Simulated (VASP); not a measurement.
La2O3, space group P-3m1 (No. 164), a = 3.931 Å, b = 3.931 Å, c = 6.112 Å, α = 90.00°, β = 90.00°, γ = 120.00°

```csv
site,Wyckoff,x,y,z
La,2d,0.3333,0.6667,0.2462
O1,1a,0.0000,0.0000,0.0000
O2,2d,0.3333,0.6667,0.6459
```

Origin: a cell listed in the Materials Project, as set up for an electronic-structure calculation.

Question: Describe the coordination of La.

Answer: LaO7: a slightly distorted capped octahedron (coordination number 7, S = 0.86; next best capped trigonal prism, S = 2.6). Bonds: 3 × La–O 2.36 Å, 1 × La–O 2.44 Å and 3 × La–O 2.72 Å. The next neighbour, not counted, lies at 3.67 Å.

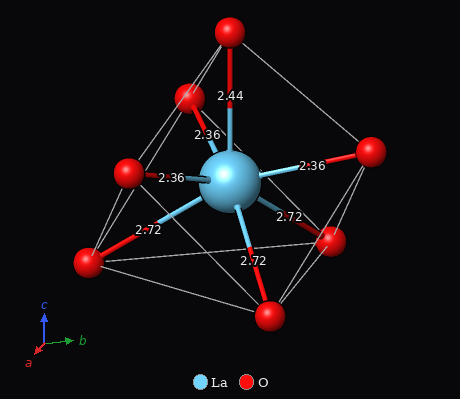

The polyhedron about La. Continuous shape measures are computed against ideal polyhedra (0 is ideal; above about 3 the distortion is strong).
